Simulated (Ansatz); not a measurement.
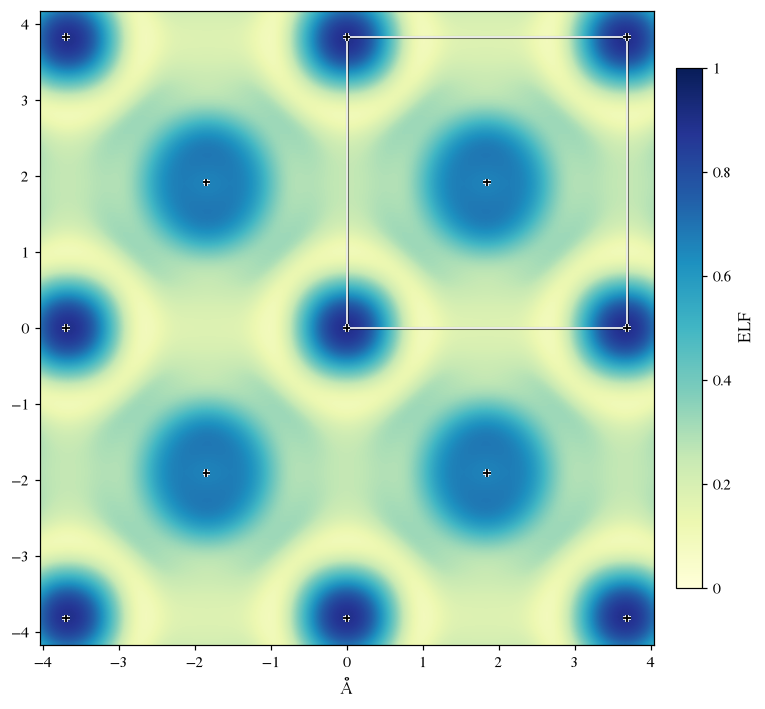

The electron localisation function on a plane through atoms (crosses mark nuclei in the plane).

Computed with Ansatz, DFT r2SCAN, scalar-relativistic, plane waves, PAW.

Candidates:
A. AlN, a = 3.11 Å, b = 3.11 Å, c = 4.98 Å, α = 90.00°, β = 90.00°, γ = 120.00°. Space group P6₃mc.
B. FePt, a = 2.70 Å, b = 2.70 Å, c = 3.69 Å, α = 90.00°, β = 90.00°, γ = 90.00°. Space group P4/mmm; changed on purpose from its base cell (volume × 0.97, shape and atoms relaxed); computed pressure about 7 GPa in this cell; spin-polarised.

**Which candidate gave the map?**

Candidate B: FePt on the (11̄0) plane of the conventional cell, which holds Fe and Pt. Fe–Pt (2.66 Å): the ELF is about 0.30 at the midpoint.
